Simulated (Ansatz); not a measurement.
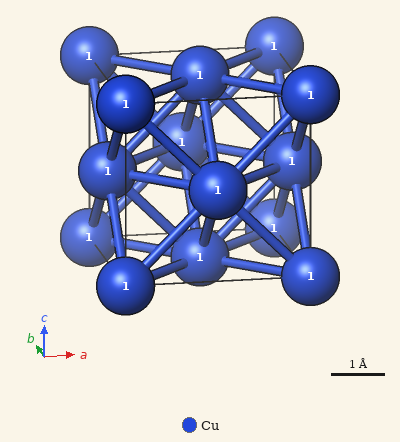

Figure 1. The starting structure (ball-and-stick view of the cell 4 times as large as that of the calculation, set on its symmetry axes, seen slightly off an axis; atoms are numbered from 1 in the order of the input). An atom can appear more than once, as a periodic image. Near neighbours in the periodic cell (some may lie outside the picture): Cu has 12 Cu at 2.53 Å.

## Cu: geometry relaxation (part 1 of 2)

Cu (1 atom in the cell), computed with DFT PBE, scalar-relativistic, plane waves, PAW, no spin polarisation (Ansatz 0.2.0).

The structure derives from a Materials Project entry. Figures and captions count atoms from 1; the log counts them from 0 in places.

What the program printed:
```
Engine: ansatz 0.2.0, x86_64-unknown-linux-gnu
Pseudopotentials: kind: paw
Pseudopotential: Cu, paw, valence charge 19, recommended cutoff 420 eV (normal), Cu.paw.azcp
Functional definition: PBE
  parameter kappa = 0.804
  parameter beta = 0.06672455060314922
  exchange = pbe_x(kappa = kappa, mu = beta*pi^2/3)
  correlation = pbe_c(beta = beta)
Crystal: 1 atoms, lattice volume = 11.446 Å³
Basis set: ecut = 420 eV, 229 PW (Γ), exchange–correlation on 36×36×36 points (8 copies of the dense FFT grid, shifted against one another)
Bands: 14, of which v1, the nominal top of the filled ones, is band 10 counted from 1 (9 counted from 0)
Symmetry: 48 space group operations
Space group: Fm-3m (ITA 225), of the structure as read, at distance tolerance 2.3e-5 Å
k-points: 256 of 8000
Non-local potential: Cu, projectors of the file, l = 0: 3, l = 1: 2, l = 2: 3, l = 3: 1
PAW form: soft (Blöchl's): semilocal exchange-correlation on the pseudo side does not see the compensation charge
PAW one-centre angular grid: Cu, 590 points (default); XC on 64 Gauss nodes
Initial density: superposition of atomic densities (neutral atoms: chi_scale 0, normalization atom), corrected by the library's trained network
Initial wavefunctions: pseudopotential atomic-orbital guess
Functional: x = pbe(κ = 0.804, μ = 0.2195149727645171), c = pbe(β = 0.06672455060314922)
SCF iter   1: F=—  HF=-6625.165290 eV  |F-HF|=—  |Δ(HF+E_count)|=         —  Δρ=1.28e-3  dr2=9.37e-5  ethr=1.77e-3  ⟨swp⟩=5.3  Hψ=17900  notcnv=0
preconditioner: auto → none  [metal: Δε(μ)=0.060 eV  Ē_g=17.412 eV  σ=0.100 eV  W_gap=0.31  n_scr=0 (ndim 8)  ℏωp=36.4 eV  f_vac=0.000  D(μ)=0.26/eV (n_scr^D=0)]
SCF iter   2: F=—  HF=-6625.165400 eV  |F-HF|=—  |Δ(HF+E_count)|=   1.10e-4  Δρ=3.94e-4  dr2=4.61e-6  ethr=4.93e-7  ⟨swp⟩=2.3  Hψ=7684  notcnv=0
SCF iter   3: F=—  HF=-6625.165413 eV  |F-HF|=—  |Δ(HF+E_count)|=   1.29e-5  Δρ=1.51e-4  dr2=9.10e-7  ethr=2.43e-8  ⟨swp⟩=2.5  Hψ=4988  notcnv=0
iter 4 did not close the SCF: its close was put off for the readings that it lacked (scf_convergence_deferred on its scf_iter line)
SCF iter   4: F=-6625.165415 eV  HF=-6625.165415 eV  |F-HF|=3.65e-9  |Δ(HF+E_count)|=   1.61e-6  Δρ=1.27e-5  dr2=5.63e-9  ethr=4.79e-9  ⟨swp⟩=2.1  Hψ=4708  notcnv=0
iter 5 did not close the SCF: its close was put off for the readings that it lacked (scf_convergence_deferred on its scf_iter line)
SCF iter   5: F=-6625.165415 eV  HF=-6625.165415 eV  |F-HF|=1.97e-10  |Δ(HF+E_count)|=   5.95e-9  Δρ=1.80e-6  dr2=7.35e-11  ethr=2.96e-11  ⟨swp⟩=2.0  Hψ=5678  notcnv=0
SCF iter   6: F=-6625.165415 eV  HF=-6625.165415 eV  |F-HF|=3.64e-12  |Δ(HF+E_count)|=  2.24e-10  Δρ=1.53e-7  dr2=1.12e-12  ethr=1.00e-12  ⟨swp⟩=4.6  Hψ=16269  notcnv=0
SCF 1 converged in 6 iterations: F = -6625.165415 eV  dr2 = 1.12e-12
  greatest PAW one-centre occupation: 1.000 electrons in one spin orbital (limit 2), on the Cu atom at site 0 (counted from 0), in its partial waves of l = 0
relax step   1: F+E_penalty+E_count = -6625.16541482 eV  Δ(F+E_penalty+E_count) = +0.000e0 eV  max|allowed force component| = 0.000e0 eV/Å  Δτ_max = 0.0000 Å  P = +6.849 GPa  Ω = 11.446 Å³  (6 SCF iters, accepted)
Crystal: 1 atoms, lattice volume = 11.685 Å³
Basis set: ecut = 420 eV, 259 PW (Γ), exchange–correlation on 36×36×36 points (8 copies of the dense FFT grid, shifted against one another)
Initial density: handed on by an earlier stage of this run
Initial wavefunctions: those handed on with the density
iter 1 solved again at ethr=2.38e-5 eV; its pass at ethr=3.10e-3 eV (dr2=4.51e-3 eV) is discarded
SCF iter   1: F=—  HF=-6625.173833 eV  |F-HF|=—  |Δ(HF+E_count)|=         —  Δρ=7.79e-3  dr2=4.55e-3  ethr=2.38e-5  ⟨swp⟩=1.1  Hψ=23042  notcnv=0
preconditioner: auto → none  [metal: Δε(μ)=0.067 eV  Ē_g=17.219 eV  σ=0.100 eV  W_gap=0.34  n_scr=0 (ndim 8)  ℏωp=36.0 eV  f_vac=0.000  D(μ)=0.26/eV (n_scr^D=0)]
SCF iter   2: F=—  HF=-6625.172879 eV  |F-HF|=—  |Δ(HF+E_count)|=   9.55e-4  Δρ=6.19e-4  dr2=2.41e-5  ethr=2.38e-5  ⟨swp⟩=2.2  Hψ=4941  notcnv=0
SCF iter   3: F=—  HF=-6625.172838 eV  |F-HF|=—  |Δ(HF+E_count)|=   4.09e-5  Δρ=4.32e-4  dr2=1.84e-5  ethr=1.27e-7  ⟨swp⟩=2.3  Hψ=5858  notcnv=0
SCF iter   4: F=—  HF=-6625.172832 eV  |F-HF|=—  |Δ(HF+E_count)|=   5.94e-6  Δρ=4.96e-5  dr2=7.08e-8  ethr=9.71e-8  ⟨swp⟩=2.4  Hψ=5037  notcnv=0
iter 5 did not close the SCF: its close was put off for the readings that it lacked (scf_convergence_deferred on its scf_iter line)
SCF iter   5: F=-6625.172832 eV  HF=-6625.172832 eV  |F-HF|=2.36e-11  |Δ(HF+E_count)|=   2.55e-7  Δρ=2.48e-6  dr2=2.93e-10  ethr=3.73e-10  ⟨swp⟩=2.0  Hψ=6032  notcnv=0
SCF iter   6: F=-6625.172832 eV  HF=-6625.172832 eV  |F-HF|=9.09e-13  |Δ(HF+E_count)|=  3.46e-11  Δρ=2.61e-7  dr2=5.01e-12  ethr=1.54e-12  ⟨swp⟩=4.0  Hψ=16227  notcnv=0
SCF 2 converged in 6 iterations: F = -6625.172832 eV  dr2 = 5.01e-12
relax step   2: F+E_penalty+E_count = -6625.17283220 eV  Δ(F+E_penalty+E_count) = -7.417e-3 eV  max|allowed force component| = 0.000e0 eV/Å  Δτ_max = 0.0000 Å  P = +3.450 GPa  Ω = 11.685 Å³  energy of the carried Pulay correction = -2.018e-4 eV  (6 SCF iters, dr2 threshold 1.00e-7 eV, accepted)
Crystal: 1 atoms, lattice volume = 11.937 Å³
iter 1 solved again at ethr=2.63e-5 eV; its pass at ethr=3.10e-3 eV (dr2=5.00e-3 eV) is discarded
SCF iter   1: F=—  HF=-6625.176606 eV  |F-HF|=—  |Δ(HF+E_count)|=         —  Δρ=8.12e-3  dr2=5.06e-3  ethr=2.63e-5  ⟨swp⟩=1.0  Hψ=23286  notcnv=0
preconditioner: auto → none  [metal: Δε(μ)=0.065 eV  Ē_g=16.967 eV  σ=0.100 eV  W_gap=0.35  n_scr=0 (ndim 8)  ℏωp=35.6 eV  f_vac=0.000  D(μ)=0.27/eV (n_scr^D=0)]
SCF iter   2: F=—  HF=-6625.175557 eV  |F-HF|=—  |Δ(HF+E_count)|=   1.05e-3  Δρ=6.31e-4  dr2=2.77e-5  ethr=2.63e-5  ⟨swp⟩=2.2  Hψ=4926  notcnv=0
SCF iter   3: F=—  HF=-6625.175509 eV  |F-HF|=—  |Δ(HF+E_count)|=   4.77e-5  Δρ=4.49e-4  dr2=2.05e-5  ethr=1.46e-7  ⟨swp⟩=2.4  Hψ=5913  notcnv=0
SCF iter   4: F=—  HF=-6625.175503 eV  |F-HF|=—  |Δ(HF+E_count)|=   6.58e-6  Δρ=4.68e-5  dr2=6.67e-8  ethr=1.08e-7  ⟨swp⟩=2.4  Hψ=5054  notcnv=0
iter 5 did not close the SCF: its close was put off for the readings that it lacked (scf_convergence_deferred on its scf_iter line)
SCF iter   5: F=-6625.175503 eV  HF=-6625.175503 eV  |F-HF|=2.16e-10  |Δ(HF+E_count)|=   2.31e-7  Δρ=2.62e-6  dr2=2.77e-10  ethr=3.51e-10  ⟨swp⟩=2.0  Hψ=6031  notcnv=0
SCF iter   6: F=-6625.175503 eV  HF=-6625.175503 eV  |F-HF|=1.82e-12  |Δ(HF+E_count)|=  4.91e-11  Δρ=2.44e-7  dr2=4.13e-12  ethr=1.46e-12  ⟨swp⟩=4.0  Hψ=16655  notcnv=0
SCF 3 converged in 6 iterations: F = -6625.175503 eV  dr2 = 4.13e-12
relax step   3: F+E_penalty+E_count = -6625.17550296 eV  Δ(F+E_penalty+E_count) = -2.671e-3 eV  max|allowed force component| = 0.000e0 eV/Å  Δτ_max = 0.0000 Å  P = +0.271 GPa  Ω = 11.937 Å³  energy of the carried Pulay correction = -4.108e-4 eV  (6 SCF iters, dr2 threshold 1.00e-7 eV, accepted)
Crystal: 1 atoms, lattice volume = 11.961 Å³
iter 1 solved again at ethr=2.23e-7 eV; its pass at ethr=3.10e-3 eV (dr2=4.23e-5 eV) is discarded
SCF iter   1: F=—  HF=-6625.175513 eV  |F-HF|=—  |Δ(HF+E_count)|=         —  Δρ=7.40e-4  dr2=4.20e-5  ethr=2.23e-7  ⟨swp⟩=2.2  Hψ=22112  notcnv=0
preconditioner: auto → none  [metal: Δε(μ)=0.064 eV  Ē_g=16.901 eV  σ=0.100 eV  W_gap=0.33  n_scr=0 (ndim 8)  ℏωp=35.6 eV  f_vac=0.000  D(μ)=0.27/eV (n_scr^D=0)]
SCF iter   2: F=—  HF=-6625.175504 eV  |F-HF|=—  |Δ(HF+E_count)|=   9.58e-6  Δρ=5.69e-5  dr2=2.55e-7  ethr=2.21e-7  ⟨swp⟩=2.2  Hψ=4892  notcnv=0
SCF iter   3: F=—  HF=-6625.175503 eV  |F-HF|=—  |Δ(HF+E_count)|=   3.33e-7  Δρ=4.05e-5  dr2=1.66e-7  ethr=1.34e-9  ⟨swp⟩=2.5  Hψ=5714  notcnv=0
iter 4 did not close the SCF: its close was put off for the readings that it lacked (scf_convergence_deferred on its scf_iter line)
SCF iter   4: F=-6625.175503 eV  HF=-6625.175503 eV  |F-HF|=1.04e-9  |Δ(HF+E_count)|=   4.60e-8  Δρ=4.03e-6  dr2=5.12e-10  ethr=8.72e-10  ⟨swp⟩=2.3  Hψ=5054  notcnv=0
iter 5 did not close the SCF: its close was put off for the readings that it lacked (scf_convergence_deferred on its scf_iter line)
SCF iter   5: F=-6625.175503 eV  HF=-6625.175503 eV  |F-HF|=3.64e-12  |Δ(HF+E_count)|=   1.67e-9  Δρ=3.18e-7  dr2=3.94e-12  ethr=2.69e-12  ⟨swp⟩=2.0  Hψ=6031  notcnv=0
SCF iter   6: F=-6625.175503 eV  HF=-6625.175503 eV  |F-HF|=9.09e-13  |Δ(HF+E_count)|=    0.00e0  Δρ=1.97e-8  dr2=2.59e-14  ethr=1.00e-12  ⟨swp⟩=3.6  Hψ=13608  notcnv=0
SCF 4 converged in 6 iterations: F = -6625.175503 eV  dr2 = 2.59e-14
relax step   4: F+E_penalty+E_count = -6625.17550337 eV  Δ(F+E_penalty+E_count) = -4.086e-7 eV  max|allowed force component| = 0.000e0 eV/Å  Δτ_max = 0.0000 Å  P = -0.003 GPa  Ω = 11.961 Å³  energy of the carried Pulay correction = -4.299e-4 eV  (6 SCF iters, accepted)
Initial wavefunctions: pseudopotential atomic-orbital guess (no wavefunctions were taken with the density)
iter 1 solved again at ethr=1.35e-8 eV; its pass at ethr=3.10e-3 eV (dr2=2.56e-6 eV) is discarded
SCF iter   1: F=—  HF=-6625.175519 eV  |F-HF|=—  |Δ(HF+E_count)|=         —  Δρ=9.86e-4  dr2=2.56e-6  ethr=1.35e-8  ⟨swp⟩=3.0  Hψ=28473  notcnv=0
preconditioner: auto → none  [metal: Δε(μ)=0.064 eV  Ē_g=16.896 eV  σ=0.100 eV  W_gap=0.33  n_scr=0 (ndim 8)  ℏωp=35.6 eV  f_vac=0.000  D(μ)=0.27/eV (n_scr^D=0)]
SCF iter   2: F=—  HF=-6625.175762 eV  |F-HF|=—  |Δ(HF+E_count)|=   2.44e-4  Δρ=4.93e-4  dr2=7.11e-7  ethr=1.34e-8  ⟨swp⟩=1.0  Hψ=3614  notcnv=0
SCF iter   3: F=—  HF=-6625.175844 eV  |F-HF|=—  |Δ(HF+E_count)|=   8.20e-5  Δρ=4.82e-5  dr2=6.07e-8  ethr=3.74e-9  ⟨swp⟩=1.0  Hψ=3591  notcnv=0
SCF iter   4: F=—  HF=-6625.175845 eV  |F-HF|=—  |Δ(HF+E_count)|=   4.34e-7  Δρ=5.04e-6  dr2=2.47e-10  ethr=3.19e-10  ⟨swp⟩=2.0  Hψ=4890  notcnv=0
iter 5 did not close the SCF: its close was put off for the readings that it lacked (scf_convergence_deferred on its scf_iter line)
SCF iter   5: F=-6625.175845 eV  HF=-6625.175845 eV  |F-HF|=7.28e-12  |Δ(HF+E_count)|=   7.26e-9  Δρ=3.27e-7  dr2=6.20e-12  ethr=1.30e-12  ⟨swp⟩=2.1  Hψ=5084  notcnv=0
SCF iter   6: F=-6625.175845 eV  HF=-6625.175845 eV  |F-HF|=0.00e0  |Δ(HF+E_count)|=  1.18e-11  Δρ=2.56e-8  dr2=1.22e-14  ethr=1.00e-12  ⟨swp⟩=3.6  Hψ=13585  notcnv=0
SCF 5 converged in 6 iterations: F = -6625.175845 eV  dr2 = 1.22e-14
relax step   5: F+E_penalty+E_count = -6625.17584459 eV  Δ(F+E_penalty+E_count) = -3.412e-4 eV  max|allowed force component| = 0.000e0 eV/Å  Δτ_max = 0.0000 Å  P = -0.053 GPa  Ω = 11.961 Å³  stress off target by 5.26e-2 GPa  SCF on the basis re-selected at this cell (its energy is not comparable with the rows above)  (6 SCF iters)
basis re-selected at this cell: Δ(F+E_penalty+E_count) = -3.412e-4 eV, ΔP = -0.050 GPa vs the last step (what re-selecting the basis moved, of the pressure what is left beyond the Pulay correction that the steps carried, after the strain that the cell walked since its last selection, with what the two solves' SCF thresholds leave and, on support functions, any second-order correction that the steps lacked; it is no measure of the basis error at this ecutwfc). This SCF's stress stands 5.26e-2 GPa from its target on what of the cell is left free (relax.cell.stress_tol is 5.00e-2 GPa) and its largest allowed force component is 0.00e0 eV/Å (relax.f_tol is 5.00e-3 eV/Å): not within both, so this SCF does not close the relaxation
Crystal: 1 atoms, lattice volume = 11.956 Å³
iter 1 solved again at ethr=8.00e-9 eV; its pass at ethr=3.10e-3 eV (dr2=1.52e-6 eV) is discarded
```
